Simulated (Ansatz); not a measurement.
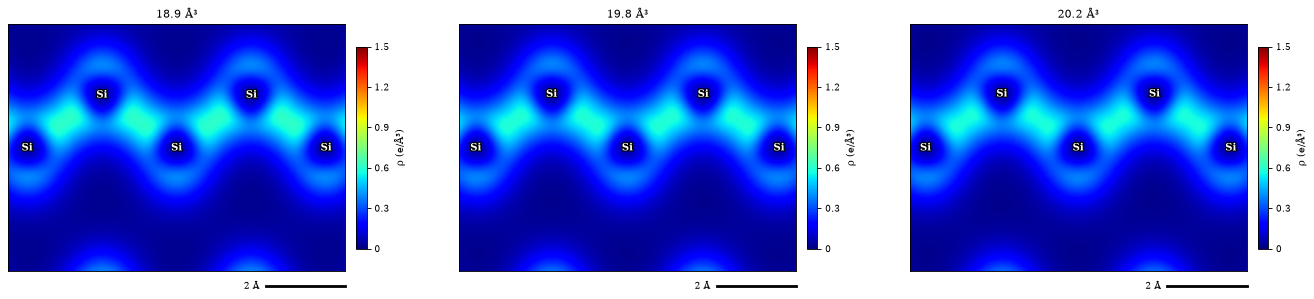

Si. The valence electron density of cells scaled evenly to different volumes (given per atom above each panel), on the (101̄) plane of each (indices in the axes of the cell below), at one length scale and on one colour scale.

A structure from a database of computed crystals, not necessarily the ambient phase.

Method: Ansatz, Kohn-Sham DFT of a periodic cell, revPBE with D3(BJ), Ansatz PAW.

Core electrons are frozen (PAW), and the valence fields are smoothed inside the atomic spheres.

The largest cell:

```
Si
1.0
     0.00000    2.75767    2.75767
     2.75767    0.00000    2.75767
     2.75767    2.75767    0.00000
Si
2
Direct
  0.50000 0.50000 0.50000
  0.75000 0.75000 0.75000
```

| volume (Å³/atom) | Si–Si contact in the plane (Å) | ρ at its midpoint (e/Å³) | pressure (GPa) | gap on the mesh (eV) | 
| --- | --- | --- | --- | --- |
| 18.95 | 2.309 | 0.607 | 3.6 | 0.55 | 
| 19.76 | 2.341 | 0.582 | −0.6 | 0.63 | 
| 20.16 | 2.357 | 0.571 | −2.4 | 0.67 | 
| 20.57 | 2.373 | ? | ? | ? | 
| 20.97 | 2.388 | 0.548 | −5.1 | 0.73 | 

Question: What values belong in the row with question marks?

Answer: Over the known rows ln ρ falls by 1.29 per Å of Si–Si distance (a least-squares line), which gives 0.559 e/Å³ at 2.373 Å; the calculation gives 0.559 e/Å³. For the pressure, a straight line in volume between the neighbouring rows gives −3.8 GPa; the calculation gives −3.9. For the gap on the mesh, a straight line in volume between the neighbouring rows gives 0.70 eV; the calculation gives 0.70.
